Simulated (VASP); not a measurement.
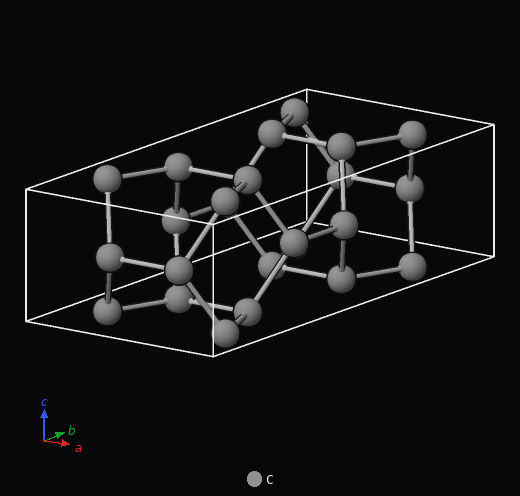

C, space group Cmmm (No. 65), a = 4.230 Å, b = 8.719 Å, c = 2.500 Å, α = 90.00°, β = 90.00°, γ = 90.00°

```json
{"site": "C1", "Wyckoff": "8q", "x": "0.3156", "y": "0.0892", "z": "0.5000"}
{"site": "C2", "Wyckoff": "8p", "x": "0.3148", "y": "0.3334", "z": "0.0000"}
```

Source: a cell listed in the Materials Project, as set up for an electronic-structure calculation.

> Compute the Voronoi cell of each site (no radii): faces and volume.

```csv
site,faces above 1 % of the sphere,volume (Å³),solid angle by neighbour (%)
C1,9,5.80,C 100
C2,10,5.73,C 100
```

Weighted by multiplicity the volumes add up to the cell volume, 92.2 Å³.

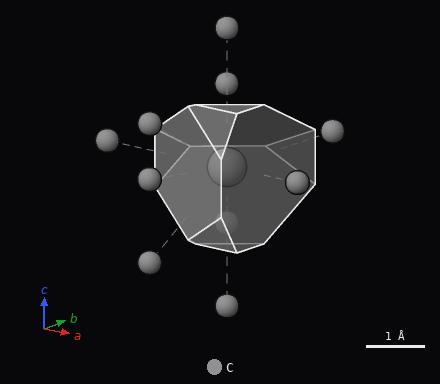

The computed Voronoi cell of C2, with the neighbours that bound it.
